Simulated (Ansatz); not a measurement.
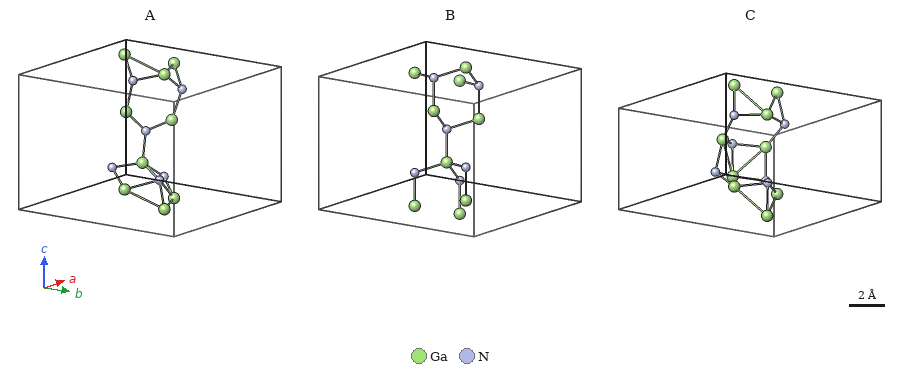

3 geometries from one relaxation of a wire of composition GaN, in shuffled order. Style: ball-and-stick. Shown: the cell of the calculation, with the vacuum cut short, from a free direction.

Case: wire along [1 1 1], 12 atoms a period.

Level of theory: Ansatz 0.2.0, DFT PBE, scalar-relativistic, plane waves, PAW. (plane-wave cutoff 420 eV; k-point mesh 1 × 1 × 4; occupations gaussian; smearing width 0.05 eV; collinear spin; cell relaxed at fixed a, b, alpha, beta, gamma; force threshold 0.02 eV/Å; at most 45 steps)

Put them in the order of the run, from the start to the converged end.

Answer. B, A, C. They are steps 0, 11, 26, at +7.357 eV per cell of the calculation, +3.170 eV per cell of the calculation relative to the last. After 23 accepted moves (26 points after the start) the energy has fallen by 7.357 eV per cell of the calculation. Largest force component: 1.6 eV/Å at the start, 0.011 eV/Å at the end. The line search rejected the trial step at point 20 of the run. At 2 points the geometry stayed and the basis and grid were re-selected for the new cell (energy shift of 27.8 meV per cell of the calculation at most each time). The largest moves relative to the centre of the atoms, 1.97 Å, are those of Ga atoms. By element the largest moves are Ga 1.97 Å, N 1.50 Å. Along the periodic axis the drawn cell goes c 7.878 → 6.003 Å (−23.8 %). Among the contacts that change: Ga–N 3.771 → 1.935 Å, Ga–N 1.970 → 3.562 Å, Ga–Ga 3.216 → 2.566 Å, Ga–N 1.970 → 1.864 Å. New bonds form, among them: Ga–N (3.77 → 1.93 Å), Ga–N (3.77 → 1.94 Å). Bonds break, among them: Ga–N (1.97 → 3.56 Å). Among the angles between lasting bonds that change: Ga–N–Ga 109.5° → 82.2°, Ga–N–Ga 109.5° → 83.0°, N–Ga–N 109.5° → 134.8°. The program noted that the starting moments weren't kept. The run may lie on a higher electronic state than the lowest, so the end point isn't shown to be the ground-state structure.
